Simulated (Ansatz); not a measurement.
Geometry relaxation of AlO

System: AlO (Immm, 4 atoms in the cell).
Method: DFT PBE, scalar-relativistic, plane waves, PAW, no spin polarisation (Ansatz 0.2.0).

The structure was made by swapping elements on the sites of another compound; it need not be a known phase. It belongs to a series of runs on one base structure; here: the structure that the rattled litharge type (P4/nmm, No. 129) fell into.

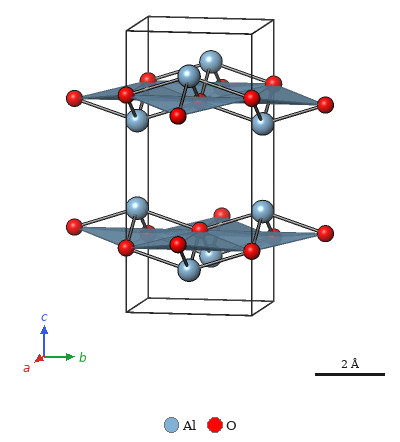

Figure 1. The starting structure (polyhedral view of the cell 2 times as large as that of the calculation, set on its symmetry axes, seen slightly off an axis; polyhedra are completed across the faces of the cell).

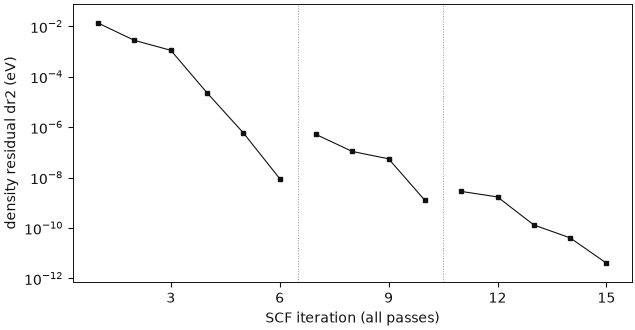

Figure 2. Convergence of the self-consistent field: density residual dr2 against the SCF iteration. The dotted lines part the SCF passes of the relaxation: geometry steps, rejected trials and re-solves on a re-selected basis. The passes take 6, 4 and 5 iterations.

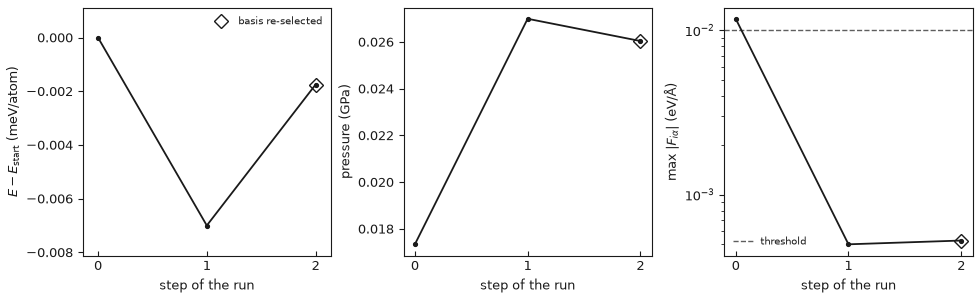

Figure 3. Progress of the relaxation, step by step (the first geometry is step 0 here and step 1 in the log). No atom moves by more than 0.005 Å. The cell doesn't change. The space group stays Immm (No. 71). After 1 geometry step the energy has fallen by next to nothing (0.0 meV per atom). The largest force component goes from 0.012 to 0.00053 eV/Å. Pressure: 0.02 GPa at the start and 0.03 GPa at the end. A last SCF at the same geometry on a re-selected plane-wave basis shifts the energy by +0.0 meV per atom.

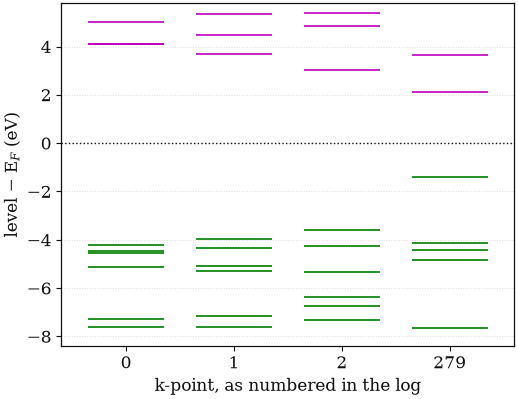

Figure 4. Kohn–Sham levels near the Fermi level (dotted) at the few k-points that the log prints; levels within 0.02 eV of each other stand side by side. Among these points the highest filled and lowest empty levels are 3.52 eV apart; the gap on the full mesh, 2.10 eV, has an edge at a point that isn't printed.

The input that produced these results follows, with the program's output.

## The input
```yaml
crystal:
  lattice:
    - [-1.6411684484, 1.8811813758, 4.1739930431]
    - [1.6411684484, -1.8811813758, 4.1739930431]
    - [1.6411684484, 1.8811813758, -4.1739930431]
  atoms:
    - { symbol: Al, position: [0.3444243652, 0.8444243652, 0.5] }
    - { symbol: Al, position: [0.6555756348, 0.1555756348, 0.5] }
    - { symbol: O, position: [0.2284682005, 0.2284682005, 0.0] }
    - { symbol: O, position: [0.7715317995, 0.7715317995, 0.0] }
basis:
  ecutwfc: 420
kpoints:
  mp_grid: { grid: [12, 12, 12] }
hamiltonian:
  xc: pbe
scf:
  occupations: { method: gaussian, width: 0.02 }
output:
  forces: true
  stress: true
  eigenvalues: true
relax:
  adjacent_minimum: "off"
  f_tol: 0.01
  max_steps: 80
  cell: { stress_tol: 0.05 }
```

Command:
```bash
ansatz run input.yaml --threads 1 --pin off --max-ram 2560MiB --backend cpu --events-out ev --progress --plain --runs-dir out
```

## The program's output
```
Engine: ansatz 0.2.0, x86_64-unknown-linux-gnu
Pseudopotentials: kind: paw
Pseudopotential: Al, paw, valence charge 3, recommended cutoff 420 eV (normal), Al.paw.azcp
Pseudopotential: O, paw, valence charge 6, recommended cutoff 420 eV (normal), O.paw.azcp
Functional definition: PBE
  parameter kappa = 0.804
  parameter beta = 0.06672455060314922
  exchange = pbe_x(kappa = kappa, mu = beta*pi^2/3)
  correlation = pbe_c(beta = beta)
Crystal: 4 atoms, lattice volume = 51.546 Å³
Basis set: ecut = 420 eV, 1003 PW (Γ), exchange–correlation on 72×72×72 points (8 copies of the dense FFT grid, shifted against one another)
Bands: 13, of which v1, the nominal top of the filled ones, is band 9 counted from 1 (8 counted from 0)
Symmetry: 8 space group operations
Space group: Immm (ITA 71), of the structure as read, at distance tolerance 3.7e-5 Å
k-points: 280 of 1728
Non-local potential: Al, projectors of the file, l = 0: 2, l = 1: 2, l = 2: 1
Non-local potential: O, projectors of the file, l = 0: 2, l = 1: 2, l = 2: 1
PAW form: soft (Blöchl's): semilocal exchange-correlation on the pseudo side does not see the compensation charge
PAW one-centre angular grid: Al, 110 points (default); XC on 64 Gauss nodes
PAW one-centre angular grid: O, 110 points (default); XC on 64 Gauss nodes
Initial density: superposition of atomic densities (neutral atoms: chi_scale 0, normalization atom), corrected by the library's trained network
Initial wavefunctions: pseudopotential atomic-orbital guess
Functional: x = pbe(κ = 0.804, μ = 0.2195149727645171), c = pbe(β = 0.06672455060314922)
SCF iter   1: F=—  HF=-2214.160291 eV  |F-HF|=—  |Δ(HF+E_count)|=         —  Δρ=3.78e-3  dr2=1.34e-2  ethr=1.77e-3  ⟨swp⟩=6.4  Hψ=24349  notcnv=0
preconditioner: auto → none  [insulator: Δε(μ)=2.087 eV  Ē_g=14.013 eV  σ=0.020 eV  W_gap=1.00  n_scr=10 (ndim 8)  ℏωp=21.9 eV  f_vac=0.000  D(μ)=0.00/eV (n_scr^D=0)  ε∞_Penn≈3.5]
SCF iter   2: F=—  HF=-2214.163533 eV  |F-HF|=—  |Δ(HF+E_count)|=   3.24e-3  Δρ=1.80e-3  dr2=2.75e-3  ethr=7.44e-5  ⟨swp⟩=2.1  Hψ=7274  notcnv=0
SCF iter   3: F=—  HF=-2214.166367 eV  |F-HF|=—  |Δ(HF+E_count)|=   2.83e-3  Δρ=1.66e-3  dr2=1.12e-3  ethr=1.53e-5  ⟨swp⟩=2.2  Hψ=6781  notcnv=0
SCF iter   4: F=—  HF=-2214.166180 eV  |F-HF|=—  |Δ(HF+E_count)|=   1.87e-4  Δρ=2.30e-4  dr2=2.28e-5  ethr=6.24e-6  ⟨swp⟩=2.0  Hψ=6581  notcnv=0
SCF iter   5: F=—  HF=-2214.166232 eV  |F-HF|=—  |Δ(HF+E_count)|=   5.22e-5  Δρ=4.04e-5  dr2=5.88e-7  ethr=1.27e-7  ⟨swp⟩=2.0  Hψ=6298  notcnv=0
SCF iter   6: F=-2214.166233 eV  HF=-2214.166233 eV  |F-HF|=2.75e-8  |Δ(HF+E_count)|=   7.20e-7  Δρ=4.69e-6  dr2=9.07e-9  ethr=5.56e-10  ⟨swp⟩=6.9  Hψ=19681  notcnv=0
SCF 1 converged in 6 iterations: F = -2214.166233 eV  dr2 = 9.07e-9
  greatest PAW one-centre occupation: 0.862 electrons in one spin orbital (limit 2), on the O atom at site 3 (counted from 0), in its partial waves of l = 0
relax step   1: F+E_penalty+E_count = -2214.16623269 eV  Δ(F+E_penalty+E_count) = +0.000e0 eV  max|allowed force component| = 1.176e-2 eV/Å  Δτ_max = 0.0000 Å  P = +0.017 GPa  Ω = 51.546 Å³  (6 SCF iters, dr2 threshold 1.00e-7 eV, accepted)
Crystal: 4 atoms, lattice volume = 51.539 Å³
Initial density: handed on by an earlier stage of this run
Initial wavefunctions: those handed on with the density
iter 1 solved again at ethr=2.85e-9 eV; its pass at ethr=3.10e-3 eV (dr2=5.13e-7 eV) is discarded
SCF iter   1: F=—  HF=-2214.166258 eV  |F-HF|=—  |Δ(HF+E_count)|=         —  Δρ=3.35e-5  dr2=5.12e-7  ethr=2.85e-9  ⟨swp⟩=2.7  Hψ=23677  notcnv=0
preconditioner: auto → none  [insulator: Δε(μ)=2.104 eV  Ē_g=14.038 eV  σ=0.020 eV  W_gap=1.00  n_scr=10 (ndim 8)  ℏωp=21.9 eV  f_vac=0.028  D(μ)=0.00/eV (n_scr^D=0)  ε∞_Penn≈3.4]
SCF iter   2: F=—  HF=-2214.166261 eV  |F-HF|=—  |Δ(HF+E_count)|=   2.96e-6  Δρ=1.94e-5  dr2=1.08e-7  ethr=2.85e-9  ⟨swp⟩=3.0  Hψ=5666  notcnv=0
SCF iter   3: F=—  HF=-2214.166261 eV  |F-HF|=—  |Δ(HF+E_count)|=   5.48e-8  Δρ=1.18e-5  dr2=5.53e-8  ethr=6.01e-10  ⟨swp⟩=2.0  Hψ=6130  notcnv=0
SCF iter   4: F=-2214.166261 eV  HF=-2214.166261 eV  |F-HF|=5.23e-10  |Δ(HF+E_count)|=   1.21e-8  Δρ=1.80e-6  dr2=1.24e-9  ethr=4.80e-11  ⟨swp⟩=3.0  Hψ=15393  notcnv=0
SCF 2 converged in 4 iterations: F = -2214.166261 eV  dr2 = 1.24e-9
relax step   2: F+E_penalty+E_count = -2214.16626135 eV  Δ(F+E_penalty+E_count) = -2.866e-5 eV  max|allowed force component| = 4.994e-4 eV/Å  Δτ_max = 0.0005 Å  P = +0.027 GPa  Ω = 51.539 Å³  energy of the carried Pulay correction = +2.386e-5 eV  (4 SCF iters, dr2 threshold 8.64e-9 eV, accepted)
Initial wavefunctions: pseudopotential atomic-orbital guess (no wavefunctions were taken with the density)
iter 1 solved again at ethr=1.45e-8 eV; its pass at ethr=3.10e-3 eV (dr2=2.62e-6 eV) is discarded
SCF iter   1: F=—  HF=-2214.166237 eV  |F-HF|=—  |Δ(HF+E_count)|=         —  Δρ=2.83e-6  dr2=2.81e-9  ethr=1.45e-8  ⟨swp⟩=3.5  Hψ=35730  notcnv=0
preconditioner: auto → none  [insulator: Δε(μ)=2.104 eV  Ē_g=14.038 eV  σ=0.020 eV  W_gap=1.00  n_scr=10 (ndim 8)  ℏωp=21.9 eV  f_vac=0.029  D(μ)=0.00/eV (n_scr^D=0)  ε∞_Penn≈3.4]
SCF iter   2: F=—  HF=-2214.166240 eV  |F-HF|=—  |Δ(HF+E_count)|=   2.94e-6  Δρ=2.10e-6  dr2=1.70e-9  ethr=1.56e-11  ⟨swp⟩=2.7  Hψ=7137  notcnv=0
SCF iter   3: F=—  HF=-2214.166240 eV  |F-HF|=—  |Δ(HF+E_count)|=  2.92e-10  Δρ=7.21e-7  dr2=1.31e-10  ethr=9.43e-12  ⟨swp⟩=2.3  Hψ=5899  notcnv=0
SCF iter   4: F=—  HF=-2214.166240 eV  |F-HF|=—  |Δ(HF+E_count)|=  2.91e-10  Δρ=3.03e-7  dr2=4.04e-11  ethr=1.00e-12  ⟨swp⟩=5.2  Hψ=14825  notcnv=0
SCF iter   5: F=-2214.166240 eV  HF=-2214.166240 eV  |F-HF|=1.36e-12  |Δ(HF+E_count)|=  1.82e-12  Δρ=1.01e-7  dr2=4.01e-12  ethr=1.00e-12  ⟨swp⟩=4.0  Hψ=11741  notcnv=0
SCF 3 converged in 5 iterations: F = -2214.166240 eV  dr2 = 4.01e-12
relax step   3: F+E_penalty+E_count = -2214.16624000 eV  Δ(F+E_penalty+E_count) = +2.135e-5 eV  max|allowed force component| = 5.257e-4 eV/Å  Δτ_max = 0.0000 Å  P = +0.026 GPa  Ω = 51.539 Å³  stress off target by 3.85e-2 GPa  SCF on the basis re-selected at this cell (its energy is not comparable with the rows above)  (5 SCF iters)
basis re-selected at this cell: Δ(F+E_penalty+E_count) = +2.135e-5 eV, ΔP = -0.001 GPa vs the last step (what re-selecting the basis moved, of the pressure what is left beyond the Pulay correction that the steps carried, after the strain that the cell walked since its last selection, with what the two solves' SCF thresholds leave and, on support functions, any second-order correction that the steps lacked; it is no measure of the basis error at this ecutwfc). This SCF's stress stands 3.85e-2 GPa from its target on what of the cell is left free (relax.cell.stress_tol is 5.00e-2 GPa) and its largest allowed force component is 5.26e-4 eV/Å (relax.f_tol is 1.00e-2 eV/Å): within both
SCF converged after 5 iterations
Free energy (F): -2214.166240 eV
Harris-Foulkes:  -2214.166240 eV  (|F-HF|=1.36e-12)
Internal energy: -2214.166240 eV  (E = F + TS)
E sigma→0 (E₀):  -2214.166240 eV
Fermi energy:    7.457797 eV
--- Per-component energies (eV) ---
  E_band       = -32.317033
  E_kinetic    = 404.977422
  E_local      = -1028.410899  (includes V_loc(G=0)·N_el)
  E_nonlocal   = 115.240567
  E_hartree    = 402.362761
  E_xc         = -229.195892
  E_vxc        = -249.151174  (∫ρ·V_xc dr)
  E_paw        = -1251.644951  (= ΣΔE_a)
  E_vpaw       = -79.703501  (= ΣTr[D̂ρ^β])
  E_aug_tail   = 0.004976  (compensation charges beyond the density's cutoff)
  E_ewald      = -627.500224
  E_smearing   = -0.000000  (= −TS)
  E_closure    = -0.000000  (closes the sum)
  Σ components = -2214.166240   (vs F -2214.166240, Δ=0.00e0)
--- Forces (eV/Å), atoms counted from 1 ---
  atom   1  Al     0.00000000    -0.00000000     0.00052566
  atom   2  Al     0.00000000     0.00000000    -0.00052566
  atom   3  O      0.00000000    -0.00000000    -0.00040725
  atom   4  O      0.00000000     0.00000000     0.00040725
  max |Σ_I F_I| component: 6.94e-18 eV/Å
--- Stress (GPa, compression-positive) ---
        0.020499      -0.000000      -0.000000
       -0.000000       0.038455       0.000000
       -0.000000       0.000000       0.019158
  P = ⅓ Tr σ = 0.0260 GPa (0.260 kbar)
--- Band table (eV; the first three rows and the last of 280) ---
  k-point 0: bands = ["-14.5519", "-11.9957", "-1.2537", "-0.1514", "0.1615", "2.3397", "2.9100", "3.0085", "3.2534", "11.5533", "11.5736", "12.4853", "13.5690"]
  k-point 1: bands = ["-14.4707", "-12.0797", "-1.1950", "-0.1402", "0.2890", "2.1635", "2.3698", "3.1211", "3.4852", "11.1514", "11.9187", "12.8109", "13.3008"]
  k-point 2: bands = ["-14.2391", "-12.2970", "-1.2897", "0.1291", "0.7031", "1.0983", "2.1069", "3.1840", "3.8510", "10.4865", "12.3108", "12.8273", "13.9911"]
  k-point 279: bands = ["-14.5035", "-12.0145", "-1.3270", "-1.2979", "-0.1905", "2.6103", "3.0181", "3.3122", "6.0661", "9.5829", "11.1060", "13.3153", "15.1738"]
--- Relaxed structure (2 steps of the walk, 2 accepted, 1 SCFs on fresh bases) ---
  F+E_penalty+E_count = -2214.16624000 eV   max|allowed force component| = 5.257e-4 eV/Å   (the final SCF, on the basis selected at the relaxed cell)
  cell:  # Å, volume = 51.5385 Å³
    - [-1.6410102503606203, 1.8811149182531308, 4.173930804939789]
    - [1.6410102503606203, -1.8811149182531308, 4.173930804939789]
    - [1.6410102503606203, 1.8811149182531308, -4.173930804939789]
  atoms:
    - { symbol: Al, position: [0.3444785369376563, 0.8444785369376562, 0.5] }
    - { symbol: Al, position: [0.6555214630623436, 0.15552146306234377, 0.49999999999999994] }
    - { symbol: O, position: [0.228478378710064, 0.228478378710064, 2.1537159266494144e-21] }
    - { symbol: O, position: [0.771521621289936, 0.771521621289936, 1.3561969004798033e-20] }
```

## Trajectory as extended XYZ (Å, eV, eV/Å), 3 frames, from step=1 to step=3
```
4
Lattice="-1.6412 1.8812 4.1740 1.6412 -1.8812 4.1740 1.6412 1.8812 -4.1740" Properties=species:S:1:pos:R:3:forces:R:3 step=1 energy=-2214.16623 pressure_GPa=0.02
Al    1.6412    0.0000    2.8752    0.0000   0.0000   0.0118
Al    0.0000    1.8812    1.2987    0.0000   0.0000  -0.0118
O     0.0000    0.0000    1.9072    0.0000   0.0000   0.0006
O     0.0000    0.0000    6.4407    0.0000   0.0000  -0.0006
4
Lattice="-1.6410 1.8811 4.1739 1.6410 -1.8811 4.1739 1.6410 1.8811 -4.1739" Properties=species:S:1:pos:R:3:forces:R:3 step=2 energy=-2214.16626 pressure_GPa=0.03
Al    1.6410    0.0000    2.8757    0.0000   0.0000   0.0005
Al    0.0000    1.8811    1.2983    0.0000   0.0000  -0.0005
O     0.0000    0.0000    1.9073    0.0000   0.0000  -0.0004
O     0.0000    0.0000    6.4406    0.0000   0.0000   0.0004
4
Lattice="-1.6410 1.8811 4.1739 1.6410 -1.8811 4.1739 1.6410 1.8811 -4.1739" Properties=species:S:1:pos:R:3:forces:R:3 step=3 energy=-2214.16624 pressure_GPa=0.03
Al    1.6410    0.0000    2.8757    0.0000   0.0000   0.0005
Al    0.0000    1.8811    1.2983    0.0000   0.0000  -0.0005
O     0.0000    0.0000    1.9073    0.0000   0.0000  -0.0004
O     0.0000    0.0000    6.4406    0.0000   0.0000   0.0004
```

## Results in brief

```csv
quantity,value
outcome,converged
space group (tolerance 0.01 Å),Immm (71)
electrons treated,18
free energy,−2214.1662 eV
Fermi energy,7.458 eV
gap on the k-point mesh,2.10 eV
pressure,0.03 GPa
final volume,51.54 Å³
largest force (length of the vector) at the end,0.001 eV/Å
final cell,"a = 4.863 Å, b = 4.863 Å, c = 4.863 Å, α = 140.56°, β = 134.49°, γ = 61.76°"
hardware,"1 thread of Intel Xeon (Granite Rapids), 192 GiB of memory available, shared host"
wall time,18 s
peak memory,0.51 GiB
```
